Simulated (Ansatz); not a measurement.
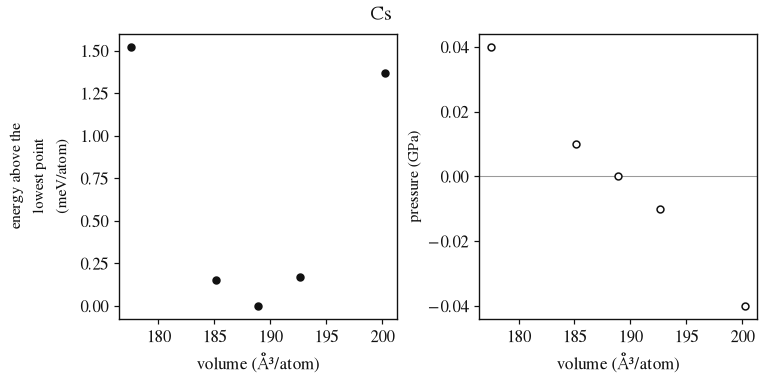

The figure shows the energy above the lowest point and pressure against volume for Cs, space group Fd-3m (No. 227) (one of a set of cubic test structures, which need not be the stable phase).

Method: equation of state of a cubic crystal from periodic Kohn-Sham density functional theory without spin, third-order Birch-Murnaghan fit to the free energies; pressure corrected for the finite basis (Ansatz 0.2.0 development build). Level: PBE.

structure type diamond; atoms in cell 2; space group number 227; lattice centring face-centred primitive; k mesh 9×9×9; occupation method Fermi–Dirac; occupation width 0.06123 eV; wave cutoff 700 eV; datasets hard PAW; density tolerance 1e−09 eV; bands 23; density cutoff ratio 4; search for lower states default.

The points at volume 181.3 Å³/atom and 196.5 Å³/atom are left out of the plot. What values does the calculation give there?

```csv
volume (Å³/atom),energy above the lowest point (meV/atom),pressure (GPa)
181.3,0.65,0.03
196.5,0.63,-0.03
```

Note: cubic model structure, not the ambient form.
